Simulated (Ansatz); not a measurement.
System: CuSbSe2.

Input file:

```
crystal:
  lattice:
    - [6.3251210746, 0.0, 0.0]
    - [0.0, 3.9720163789, 0.0]
    - [0.0, 0.0, 14.7102311578]
  atoms:
    - { symbol: Cu, position: [0.246020459, 0.75, 0.6710038951] }
    - { symbol: Cu, position: [0.753979541, 0.25, 0.3289961049] }
    - { symbol: Cu, position: [0.746020459, 0.75, 0.8289961049] }
    - { symbol: Cu, position: [0.253979541, 0.25, 0.1710038951] }
    - { symbol: Sb, position: [0.2811550044, 0.75, 0.4462518181] }
    - { symbol: Sb, position: [0.2188449956, 0.25, 0.9462518181] }
    - { symbol: Sb, position: [0.7811550044, 0.75, 0.0537481819] }
    - { symbol: Sb, position: [0.7188449956, 0.25, 0.5537481819] }
    - { symbol: Se, position: [0.8779666205, 0.25, 0.1749182141] }
    - { symbol: Se, position: [0.8773550672, 0.75, 0.4040719834] }
    - { symbol: Se, position: [0.1220333795, 0.75, 0.8250817859] }
    - { symbol: Se, position: [0.3779666205, 0.25, 0.3250817859] }
    - { symbol: Se, position: [0.3773550672, 0.75, 0.0959280166] }
    - { symbol: Se, position: [0.1226449328, 0.25, 0.5959280166] }
    - { symbol: Se, position: [0.6226449328, 0.25, 0.9040719834] }
    - { symbol: Se, position: [0.6220333795, 0.75, 0.6749182141] }
basis:
  ecutwfc: 420
kpoints:
  mp_grid: { grid: [6, 10, 4] }
hamiltonian:
  xc: pbe
  dispersion: d3bj
scf:
  occupations: { method: fixed }
output:
  forces: true
  stress: true
  eigenvalues: true
  write_density: true
  write_potential: true
  elf: true
  volumetric_format: npy
relax:
  adjacent_minimum: "off"
  f_tol: 0.001
  max_steps: 60
  cell: { stress_tol: 0.01 }
```

Command:

```sh
ansatz run input.yaml --threads 8 --pin off --max-ram 22528MiB --backend cpu --events-out ev --progress --plain --runs-dir out
```

Below, planes, directions and counts refer to the conventional cell (a = 6.33 Å, b = 3.97 Å, c = 14.71 Å, α = 90.00°, β = 90.00°, γ = 90.00°).

Space group Pnma; a structure from a database of computed crystals, not necessarily the ambient phase; computed without spin polarisation.

Level of theory: DFT PBE+D3(BJ), scalar-relativistic, plane waves, PAW (Ansatz).

Question: Predict the valence pseudo-density and electron localisation function between the atoms.

Answer: Cu–Se (2.38 Å): ρ at the midpoint is about 0.5 e/Å³; the ELF is about 0.50 at the midpoint.
Sb–Se (2.63 Å): the density is about 0.47 e/Å³ at the midpoint; the ELF is about 0.65 at the midpoint.

Question: Metal or insulator at this level of theory?

Answer: It is gapped, with a Kohn–Sham gap of 0.45 eV on the k-point mesh (the band edges may lie off the mesh, which would make the gap smaller).

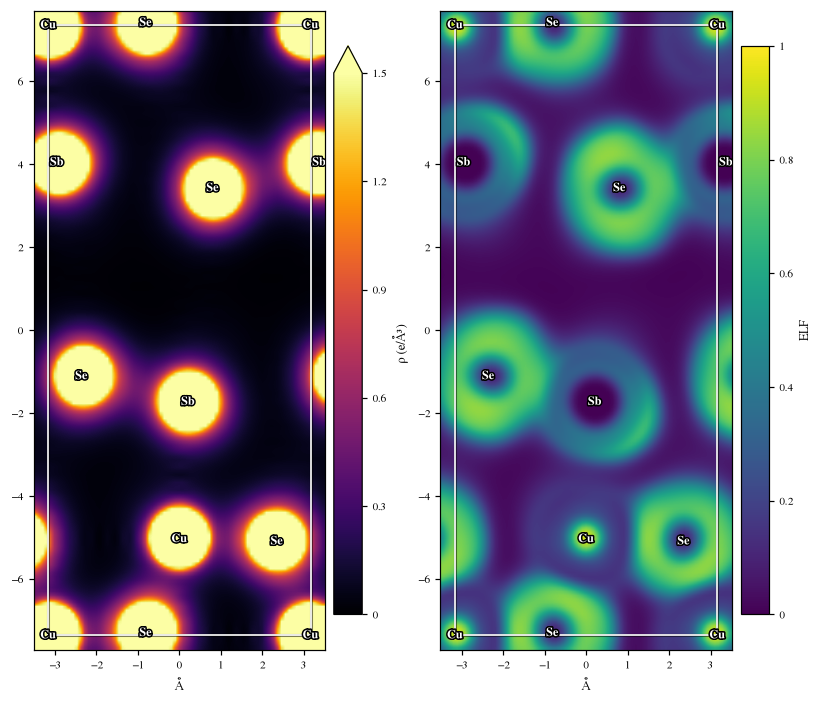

Computed valence pseudo-density and electron localisation function on the (010) plane of the conventional cell, in this order. 
